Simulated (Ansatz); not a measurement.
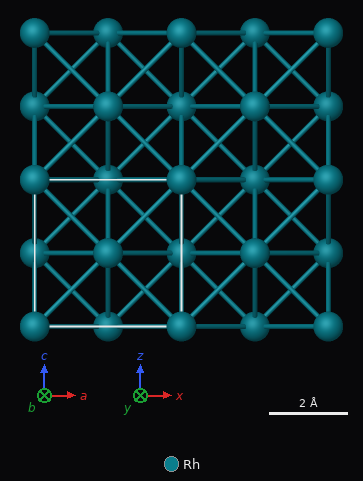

Solid Rh (Fm-3m): the cell is strained along x alone, with the atoms kept at their fractional coordinates. x, y and z are the Cartesian axes of the input. The picture shows the reference cell. The picture is a ball-and-stick view of the conventional cell (4 times the calculation's cell), repeated 2 × 2 × 2 with one cell outlined, seen along the b axis. Lengths and directions refer to the drawn axes.

These are results of DFT PBE, scalar-relativistic, plane waves, PAW in Ansatz, not measurements. Settings: plane-wave cutoff 420 eV; k-point mesh 22 × 22 × 22; occupations gaussian; smearing width 0.15 eV; no spin polarisation. Energies (free energies at the smearing named) are counted from the cell as listed in its source, which wasn't relaxed.

The input:
```yaml
crystal:
  lattice:
    - [0.0, 1.90155, 1.90155]
    - [1.90155, 0.0, 1.90155]
    - [1.90155, 1.90155, 0.0]
  atoms:
    - { symbol: Rh, position: [0.0, 0.0, 0.0] }
basis:
  ecutwfc: 420
kpoints:
  mp_grid: { grid: [22, 22, 22] }
hamiltonian:
  xc: pbe
scf:
  occupations: { method: gaussian, width: 0.15 }
output:
  forces: true
  stress: true
  eigenvalues: true
  write_density: true
  write_potential: true
  elf: true
  volumetric_format: npy
```

Run as
```bash
ansatz run input.yaml --threads 1 --pin off --max-ram 2560MiB --backend cpu --events-out ev --progress --plain --runs-dir out
```

> Predict the energy profile (the strain: −0.040, −0.030, −0.020, −0.010, 0.000, 0.010, 0.020, 0.030, 0.035, 0.040).

| strain | ΔE (meV/atom) |
| --- | --- |
| −0.040 | 53.6 |
| −0.030 | 33.5 |
| −0.020 | 18.1 |
| −0.010 | 7.0 |
| 0.000 | 0.0 |
| 0.010 | −3.1 |
| 0.020 | −2.6 |
| 0.030 | 1.3 |
| 0.035 | 4.5 |
| 0.040 | 8.4 |

Of the computed points the lowest is at the strain 0.01, −3.1 meV/atom. The end points stand at 53.6 meV/atom (−0.04) and 8.4 meV/atom (0.04). The unrelaxed reference is under a pressure of 5.8 GPa, which tilts the curve. The distortion takes the space group from Fm-3m to I4/mmm. At the strain −0.04 the cell of the drawing goes a 3.803 → 3.651 Å.
